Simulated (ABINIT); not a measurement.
**ZrC: geometry relaxation (part 2 of 2)**

The same run, continued: ZrC (Fm-3m, 2 atoms in the cell); Kohn-Sham DFT of a periodic cell, PBEsol, PseudoDojo NC SR PBEsol v0.4 stringent, no spin polarisation (ABINIT 10.8.3); cutoff 1115.67 eV, 8×8×8 k-mesh, fermi-dirac of 0.05 eV. The structure derives from an entry of the Crystallography Open Database.

Geometry of the input (Å; fractional positions):
```
0.0000  2.3650  2.3650
2.3650  0.0000  2.3650
2.3650  2.3650  0.0000
Zr 0.5000  0.5000  0.5000
C  0.0000  0.0000  0.0000
```

**What the program printed, continued**
```
 Cartesian coordinates (xcart) [bohr]
  4.43160924319406E+00  4.43160924319406E+00  4.43160924319406E+00
  0.00000000000000E+00  0.00000000000000E+00  0.00000000000000E+00
 Reduced coordinates (xred)
  5.00000000000000E-01  5.00000000000000E-01  5.00000000000000E-01
  0.00000000000000E+00  0.00000000000000E+00  0.00000000000000E+00
 Cartesian forces (fcart) [Ha/bohr]; max,rms= 0.00000E+00 0.00000E+00 (free atoms)
 -0.00000000000000E+00 -0.00000000000000E+00 -0.00000000000000E+00
 -0.00000000000000E+00 -0.00000000000000E+00 -0.00000000000000E+00
 Gradient of E wrt nuclear positions in reduced coordinates (gred)
  0.00000000000000E+00  0.00000000000000E+00  0.00000000000000E+00
  0.00000000000000E+00  0.00000000000000E+00  0.00000000000000E+00
 Scale of Primitive Cell (acell) [bohr]
  6.26724189486301E+00  6.26724189486301E+00  6.26724189486301E+00
 Real space primitive translations (rprimd) [bohr]
  0.00000000000000E+00  4.43160924319406E+00  4.43160924319406E+00
  4.43160924319406E+00  0.00000000000000E+00  4.43160924319406E+00
  4.43160924319406E+00  4.43160924319406E+00  0.00000000000000E+00
 Unitary Cell Volume (ucvol) [Bohr^3]=  1.74066170262149E+02
 Angles (23,13,12)= [degrees]
  6.00000000000000E+01  6.00000000000000E+01  6.00000000000000E+01
 Lengths [Bohr]
  6.26724189486301E+00  6.26724189486301E+00  6.26724189486301E+00
 Stress tensor in cartesian coordinates (strten) [Ha/bohr^3]
  9.71801807014006E-05  0.00000000000000E+00  0.00000000000000E+00
  0.00000000000000E+00  9.71801807014023E-05  0.00000000000000E+00
  0.00000000000000E+00  0.00000000000000E+00  9.71801807014058E-05
 Total energy (etotal) [Ha]= -5.66701411081797E+01

 Difference of energy with previous step (new-old):
           Absolute (Ha)=-8.52011E-04
           Relative     =-1.50347E-05

--- Iteration: ( 3/50) Internal Cycle: (1/1)
--------------------------------------------------------------------------------

---SELF-CONSISTENT-FIELD CONVERGENCE--------------------------------------------

--- !BeginCycle
iteration_state: {dtset: 1, itime: 3, icycle: 1, }
solver: {iscf: 7, nstep: 80, nline: 4, wfoptalg: 0, }
tolerances: {tolvrs: 1.00E-12, }
...

     iter   Etot(hartree)      deltaE(h)  residm     vres2
 ETOT  1  -56.669852781679    -5.667E+01 2.863E-05 4.051E+00
 ETOT  2  -56.669929081076    -7.630E-05 3.501E-05 2.232E+00
 ETOT  3  -56.670196912709    -2.678E-04 1.769E-05 3.303E-01
 ETOT  4  -56.670246470839    -4.956E-05 2.664E-05 7.058E-04
 ETOT  5  -56.670246572148    -1.013E-07 1.134E-05 4.237E-06
 ETOT  6  -56.670246572633    -4.849E-10 1.797E-05 1.467E-07
 ETOT  7  -56.670246572653    -2.034E-11 7.884E-06 5.772E-10
 ETOT  8  -56.670246572654    -1.705E-13 1.277E-05 1.913E-12
 ETOT  9  -56.670246572654    -7.603E-13 5.519E-06 4.693E-14

 At SCF step    9       vres2   =  4.69E-14 < tolvrs=  1.00E-12 =>converged.

 Cartesian components of stress tensor (hartree/bohr^3)
  sigma(1 1)= -4.66964101E-06  sigma(3 2)=  0.00000000E+00
  sigma(2 2)= -4.66964101E-06  sigma(3 1)=  0.00000000E+00
  sigma(3 3)= -4.66964101E-06  sigma(2 1)=  0.00000000E+00

--- !ResultsGS
iteration_state: {dtset: 1, itime: 3, icycle: 1, }
comment   : Summary of ground state results
lattice_vectors:
- [  0.0000000,   4.4124219,   4.4124219, ]
- [  4.4124219,   0.0000000,   4.4124219, ]
- [  4.4124219,   4.4124219,   0.0000000, ]
lattice_lengths: [   6.24011,    6.24011,    6.24011, ]
lattice_angles: [ 60.000,  60.000,  60.000, ] # degrees, (23, 13, 12)
lattice_volume:   1.7181501E+02
convergence: {deltae: -7.603E-13, res2:  4.693E-14, residm:  5.519E-06, diffor: null, }
etotal    :  -5.66702466E+01
entropy   :   0.00000000E+00
fermie    :   4.21461588E-01
cartesian_stress_tensor: # hartree/bohr^3
- [ -4.66964101E-06,   0.00000000E+00,   0.00000000E+00, ]
- [  0.00000000E+00,  -4.66964101E-06,   0.00000000E+00, ]
- [  0.00000000E+00,   0.00000000E+00,  -4.66964101E-06, ]
pressure_GPa:   1.3739E-01
xred      :
- [  5.0000E-01,   5.0000E-01,   5.0000E-01, Zr]
- [  0.0000E+00,   0.0000E+00,   0.0000E+00,  C]
cartesian_forces: # hartree/bohr
- [ -0.00000000E+00,  -0.00000000E+00,  -0.00000000E+00, ]
- [ -0.00000000E+00,  -0.00000000E+00,  -0.00000000E+00, ]
force_length_stats: {min:   0.00000000E+00, max:   0.00000000E+00, mean:   0.00000000E+00, }
...

 Integrated electronic density in atomic spheres:
 ------------------------------------------------
 Atom  Sphere_radius  Integrated_density
    1        2.00000          8.40118142
    2        2.00000          3.83165650

---OUTPUT-----------------------------------------------------------------------

 Cartesian coordinates (xcart) [bohr]
  4.41242194527086E+00  4.41242194527086E+00  4.41242194527086E+00
  0.00000000000000E+00  0.00000000000000E+00  0.00000000000000E+00
 Reduced coordinates (xred)
  5.00000000000000E-01  5.00000000000000E-01  5.00000000000000E-01
  0.00000000000000E+00  0.00000000000000E+00  0.00000000000000E+00
 Cartesian forces (fcart) [Ha/bohr]; max,rms= 0.00000E+00 0.00000E+00 (free atoms)
 -0.00000000000000E+00 -0.00000000000000E+00 -0.00000000000000E+00
 -0.00000000000000E+00 -0.00000000000000E+00 -0.00000000000000E+00
 Gradient of E wrt nuclear positions in reduced coordinates (gred)
  0.00000000000000E+00  0.00000000000000E+00  0.00000000000000E+00
  0.00000000000000E+00  0.00000000000000E+00  0.00000000000000E+00
 Scale of Primitive Cell (acell) [bohr]
  6.24010695791472E+00  6.24010695791472E+00  6.24010695791472E+00
 Real space primitive translations (rprimd) [bohr]
  0.00000000000000E+00  4.41242194527086E+00  4.41242194527086E+00
  4.41242194527086E+00  0.00000000000000E+00  4.41242194527086E+00
  4.41242194527086E+00  4.41242194527086E+00  0.00000000000000E+00
 Unitary Cell Volume (ucvol) [Bohr^3]=  1.71815010640914E+02
 Angles (23,13,12)= [degrees]
  6.00000000000000E+01  6.00000000000000E+01  6.00000000000000E+01
 Lengths [Bohr]
  6.24010695791472E+00  6.24010695791472E+00  6.24010695791472E+00
 Stress tensor in cartesian coordinates (strten) [Ha/bohr^3]
 -4.66964101299497E-06  0.00000000000000E+00  0.00000000000000E+00
  0.00000000000000E+00 -4.66964101299844E-06  0.00000000000000E+00
  0.00000000000000E+00  0.00000000000000E+00 -4.66964101300191E-06
 Total energy (etotal) [Ha]= -5.66702465726544E+01

 Difference of energy with previous step (new-old):
           Absolute (Ha)=-1.05464E-04
           Relative     =-1.86102E-06

--- Iteration: ( 4/50) Internal Cycle: (1/1)
--------------------------------------------------------------------------------

---SELF-CONSISTENT-FIELD CONVERGENCE--------------------------------------------

--- !BeginCycle
iteration_state: {dtset: 1, itime: 4, icycle: 1, }
solver: {iscf: 7, nstep: 80, nline: 4, wfoptalg: 0, }
tolerances: {tolvrs: 1.00E-12, }
...

     iter   Etot(hartree)      deltaE(h)  residm     vres2
 ETOT  1  -56.670246011990    -5.667E+01 3.846E-06 8.251E-03
 ETOT  2  -56.670246180198    -1.682E-07 2.530E-06 4.399E-03
 ETOT  3  -56.670246702130    -5.219E-07 4.031E-06 6.943E-04
 ETOT  4  -56.670246806197    -1.041E-07 1.980E-06 1.563E-06
 ETOT  5  -56.670246806424    -2.277E-10 2.905E-06 1.072E-08
 ETOT  6  -56.670246806423     1.116E-12 1.374E-06 2.584E-10
 ETOT  7  -56.670246806423    -2.274E-13 2.046E-06 7.294E-13

 At SCF step    7       vres2   =  7.29E-13 < tolvrs=  1.00E-12 =>converged.

 Cartesian components of stress tensor (hartree/bohr^3)
  sigma(1 1)=  7.87688148E-08  sigma(3 2)=  0.00000000E+00
  sigma(2 2)=  7.87688148E-08  sigma(3 1)=  0.00000000E+00
  sigma(3 3)=  7.87688148E-08  sigma(2 1)=  0.00000000E+00

--- !ResultsGS
iteration_state: {dtset: 1, itime: 4, icycle: 1, }
comment   : Summary of ground state results
lattice_vectors:
- [  0.0000000,   4.4132908,   4.4132908, ]
- [  4.4132908,   0.0000000,   4.4132908, ]
- [  4.4132908,   4.4132908,   0.0000000, ]
lattice_lengths: [   6.24134,    6.24134,    6.24134, ]
lattice_angles: [ 60.000,  60.000,  60.000, ] # degrees, (23, 13, 12)
lattice_volume:   1.7191653E+02
convergence: {deltae: -2.274E-13, res2:  7.294E-13, residm:  2.046E-06, diffor: null, }
etotal    :  -5.66702468E+01
entropy   :   0.00000000E+00
fermie    :   4.21166958E-01
cartesian_stress_tensor: # hartree/bohr^3
- [  7.87688148E-08,   0.00000000E+00,   0.00000000E+00, ]
- [  0.00000000E+00,   7.87688148E-08,   0.00000000E+00, ]
- [  0.00000000E+00,   0.00000000E+00,   7.87688148E-08, ]
pressure_GPa:  -2.3175E-03
xred      :
- [  5.0000E-01,   5.0000E-01,   5.0000E-01, Zr]
- [  0.0000E+00,   0.0000E+00,   0.0000E+00,  C]
cartesian_forces: # hartree/bohr
- [ -0.00000000E+00,  -0.00000000E+00,  -0.00000000E+00, ]
- [ -0.00000000E+00,  -0.00000000E+00,  -0.00000000E+00, ]
force_length_stats: {min:   0.00000000E+00, max:   0.00000000E+00, mean:   0.00000000E+00, }
...

 Integrated electronic density in atomic spheres:
 ------------------------------------------------
 Atom  Sphere_radius  Integrated_density
    1        2.00000          8.40203548
    2        2.00000          3.83196262

---OUTPUT-----------------------------------------------------------------------

 Cartesian coordinates (xcart) [bohr]
  4.41329078837623E+00  4.41329078837623E+00  4.41329078837623E+00
  0.00000000000000E+00  0.00000000000000E+00  0.00000000000000E+00
 Reduced coordinates (xred)
  5.00000000000000E-01  5.00000000000000E-01  5.00000000000000E-01
  0.00000000000000E+00  0.00000000000000E+00  0.00000000000000E+00
 Cartesian forces (fcart) [Ha/bohr]; max,rms= 0.00000E+00 0.00000E+00 (free atoms)
 -0.00000000000000E+00 -0.00000000000000E+00 -0.00000000000000E+00
 -0.00000000000000E+00 -0.00000000000000E+00 -0.00000000000000E+00
 Gradient of E wrt nuclear positions in reduced coordinates (gred)
  0.00000000000000E+00  0.00000000000000E+00  0.00000000000000E+00
  0.00000000000000E+00  0.00000000000000E+00  0.00000000000000E+00
 Scale of Primitive Cell (acell) [bohr]
  6.24133568761792E+00  6.24133568761792E+00  6.24133568761792E+00
 Real space primitive translations (rprimd) [bohr]
  0.00000000000000E+00  4.41329078837623E+00  4.41329078837623E+00
  4.41329078837623E+00  0.00000000000000E+00  4.41329078837623E+00
  4.41329078837623E+00  4.41329078837623E+00  0.00000000000000E+00
 Unitary Cell Volume (ucvol) [Bohr^3]=  1.71916526102757E+02
 Angles (23,13,12)= [degrees]
  6.00000000000000E+01  6.00000000000000E+01  6.00000000000000E+01
 Lengths [Bohr]
  6.24133568761792E+00  6.24133568761792E+00  6.24133568761792E+00
 Stress tensor in cartesian coordinates (strten) [Ha/bohr^3]
  7.87688148214116E-08  0.00000000000000E+00  0.00000000000000E+00
  0.00000000000000E+00  7.87688148196769E-08  0.00000000000000E+00
  0.00000000000000E+00  0.00000000000000E+00  7.87688148144727E-08
 Total energy (etotal) [Ha]= -5.66702468064234E+01

 Difference of energy with previous step (new-old):
           Absolute (Ha)=-2.33769E-07
           Relative     =-4.12508E-09

 At Broyd/MD step   4, gradients are converged :
  max grad (force/stress) = 7.8769E-06 < tolmxf= 2.0000E-05 ha/bohr (free atoms)

================================================================================

 ----iterations are completed or convergence reached----

 Mean square residual over all n,k,spin=   64.353E-10; max=  20.456E-07
 reduced coordinates (array xred) for    2 atoms
       0.500000000000      0.500000000000      0.500000000000
       0.000000000000      0.000000000000      0.000000000000
 rms dE/dt=  0.0000E+00; max dE/dt=  0.0000E+00; dE/dt below (all hartree)
    1       0.000000000000      0.000000000000      0.000000000000
    2       0.000000000000      0.000000000000      0.000000000000

 cartesian coordinates (angstrom) at end:
    1      2.33541290871247     2.33541290871247     2.33541290871247
    2      0.00000000000000     0.00000000000000     0.00000000000000

 cartesian forces (hartree/bohr) at end:
    1     -0.00000000000000    -0.00000000000000    -0.00000000000000
    2     -0.00000000000000    -0.00000000000000    -0.00000000000000
 frms,max,avg= 0.0000000E+00 0.0000000E+00   0.000E+00  0.000E+00  0.000E+00 h/b

 cartesian forces (eV/Angstrom) at end:
    1     -0.00000000000000    -0.00000000000000    -0.00000000000000
    2     -0.00000000000000    -0.00000000000000    -0.00000000000000
 frms,max,avg= 0.0000000E+00 0.0000000E+00   0.000E+00  0.000E+00  0.000E+00 e/A
 length scales=  6.241335687618  6.241335687618  6.241335687618 bohr
              =  3.302772609242  3.302772609242  3.302772609242 angstroms
 Fermi (or HOMO) energy (hartree) =   0.42117   Average Vxc (hartree)=  -0.46489
 Eigenvalues (hartree) for nkpt=  29  k points:
 kpt#   1, nband= 12, wtk=  0.00195, kpt=  0.0000  0.0000  0.0000 (reduced coord)
  -1.33825   -0.51979   -0.51979   -0.51979    0.00526    0.45841    0.45841    0.45841
   0.46176    0.46176    0.46176    0.52796
      occupation numbers for kpt#   1
   2.00000    2.00000    2.00000    2.00000    2.00000    0.00000    0.00000    0.00000
   0.00000    0.00000    0.00000    0.00000
 prteigrs : prtvol=0 or 1, do not print more k-points.

--- !EnergyTerms
iteration_state     : {dtset: 1, itime: 4, icycle: 1, }
comment             : Components of total free energy in Hartree
kinetic             :  1.83885105187738E+01
hartree             :  6.17091884853268E+00
xc                  : -1.21060907123216E+01
Ewald energy        : -4.74811387350230E+01
psp_core            :  2.16259354534769E+00
local_psp           : -2.89051008374714E+01
non_local_psp       :  5.10016553009404E+00
internal            : -5.66701418420679E+01
'-kT*entropy'       : -1.04964355529175E-04
total_energy        : -5.66702468064234E+01
total_energy_eV     : -1.54207597450466E+03
band_energy         : -3.73408110696125E+00
...

 Cartesian components of stress tensor (hartree/bohr^3)
  sigma(1 1)=  7.87688148E-08  sigma(3 2)=  0.00000000E+00
  sigma(2 2)=  7.87688148E-08  sigma(3 1)=  0.00000000E+00
  sigma(3 3)=  7.87688148E-08  sigma(2 1)=  0.00000000E+00

-Cartesian components of stress tensor (GPa)         [Pressure= -2.3175E-03 GPa]
- sigma(1 1)=  2.31745854E-03  sigma(3 2)=  0.00000000E+00
- sigma(2 2)=  2.31745854E-03  sigma(3 1)=  0.00000000E+00
- sigma(3 3)=  2.31745854E-03  sigma(2 1)=  0.00000000E+00

== END DATASET(S) ==============================================================
================================================================================

 -outvars: echo values of variables after computation  --------
            acell      6.2413356876E+00  6.2413356876E+00  6.2413356876E+00 Bohr
           etotal     -5.6670246806E+01
            fcart     -0.0000000000E+00 -0.0000000000E+00 -0.0000000000E+00
                      -0.0000000000E+00 -0.0000000000E+00 -0.0000000000E+00
            rprim      0.0000000000E+00  7.0710678119E-01  7.0710678119E-01
                       7.0710678119E-01  0.0000000000E+00  7.0710678119E-01
                       7.0710678119E-01  7.0710678119E-01  0.0000000000E+00
           strten      7.8768814821E-08  7.8768814820E-08  7.8768814814E-08
                       0.0000000000E+00  0.0000000000E+00  0.0000000000E+00
           xangst      2.3354129087E+00  2.3354129087E+00  2.3354129087E+00
                       0.0000000000E+00  0.0000000000E+00  0.0000000000E+00
             xred      5.0000000000E-01  5.0000000000E-01  5.0000000000E-01
                       0.0000000000E+00  0.0000000000E+00  0.0000000000E+00
 Calculation completed.
```

**Trajectory as extended XYZ (Å, eV, eV/Å), 4 frames, from step=0 to step=3**
```
2
Lattice="0.0000 2.3650 2.3650 2.3650 0.0000 2.3650 2.3650 2.3650 0.0000" Properties=species:S:1:pos:R:3:forces:R:3 step=0 energy=-1542.04991
Zr    2.3650    2.3650    2.3650    0.0000   0.0000   0.0000
C     0.0000    0.0000    0.0000    0.0000   0.0000   0.0000
2
Lattice="0.0000 2.3451 2.3451 2.3451 0.0000 2.3451 2.3451 2.3451 0.0000" Properties=species:S:1:pos:R:3:forces:R:3 step=1 energy=-1542.07310
Zr    2.3451    2.3451    2.3451    0.0000   0.0000   0.0000
C     0.0000    0.0000    0.0000    0.0000   0.0000   0.0000
2
Lattice="0.0000 2.3350 2.3350 2.3350 0.0000 2.3350 2.3350 2.3350 0.0000" Properties=species:S:1:pos:R:3:forces:R:3 step=2 energy=-1542.07597
Zr    2.3350    2.3350    2.3350    0.0000   0.0000   0.0000
C     0.0000    0.0000    0.0000    0.0000   0.0000   0.0000
2
Lattice="0.0000 2.3354 2.3354 2.3354 0.0000 2.3354 2.3354 2.3354 0.0000" Properties=species:S:1:pos:R:3:forces:R:3 step=3 energy=-1542.07597
Zr    2.3354    2.3354    2.3354    0.0000   0.0000   0.0000
C     0.0000    0.0000    0.0000    0.0000   0.0000   0.0000
```

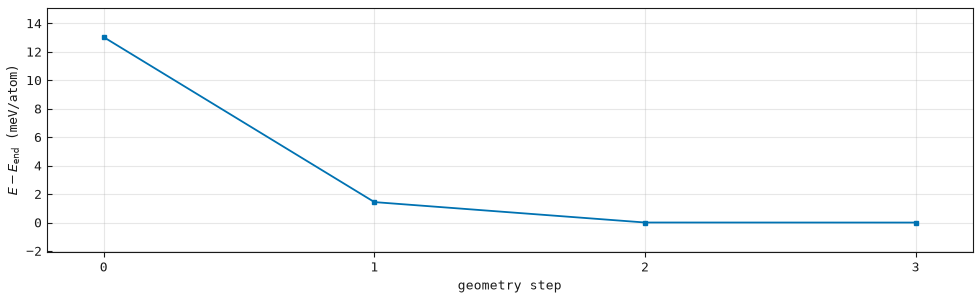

Figure 1. Progress of the relaxation, step by step (steps are counted from 0).

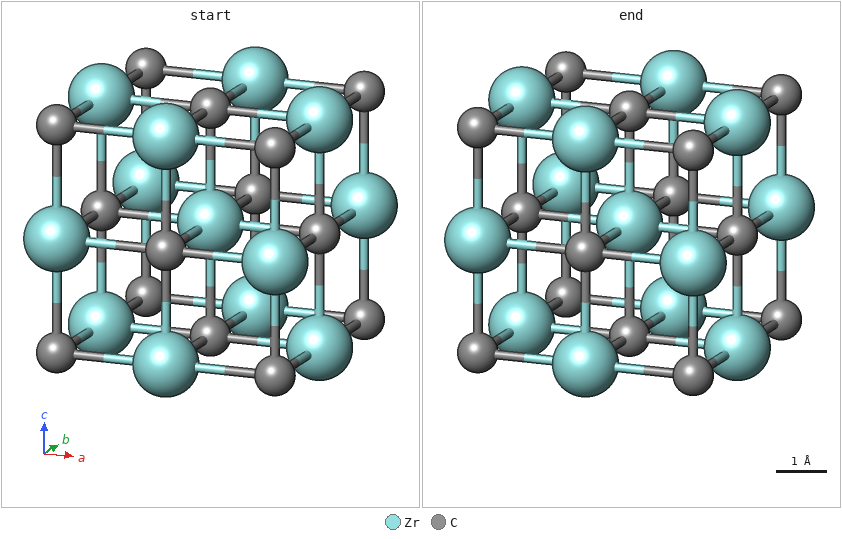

Figure 2. Before (left) and after (right) the relaxation, at one scale (ball-and-stick view of the cell 4 times as large as that of the calculation, set on its symmetry axes, seen slightly off an axis). Over 3 geometry steps the energy falls by 13.0 meV per atom. All forces vanish by symmetry, so only the cell relaxes. The atoms keep their places relative to the cell (all moves are under 0.005 Å). The drawn cell changes as follows: a = b = c 4.730 → 4.671 Å (−1.3 %); the volume changes by −3.7 %. Among the contacts that change: Zr1–C2 2.365 → 2.335 Å. The space group stays Fm-3m (No. 225). (Atoms are counted from 1 in the order of the input.)

**Results in brief**

| quantity | value |
| --- | --- |
| outcome | converged |
| space group (tolerance 0.01 Å) | Fm-3m (225) |
| electrons treated | 16 |
| free energy | −1542.0760 eV |
| Fermi energy | 11.461 eV |
| gap on the k-point mesh | none (metallic) |
| pressure | 0.00 GPa |
| final volume | 25.48 Å³ |
| largest force (length of the vector) at the end | under 0.001 eV/Å |
| final cell | a = 3.303 Å, b = 3.303 Å, c = 3.303 Å, α = 60.00°, β = 60.00°, γ = 60.00° |
| hardware | 4 threads of Arm Neoverse V1, 24 GiB of memory available, shared host |
| wall time | 32 s (CPU time 2.1 min) |
| peak memory | 0.28 GiB |
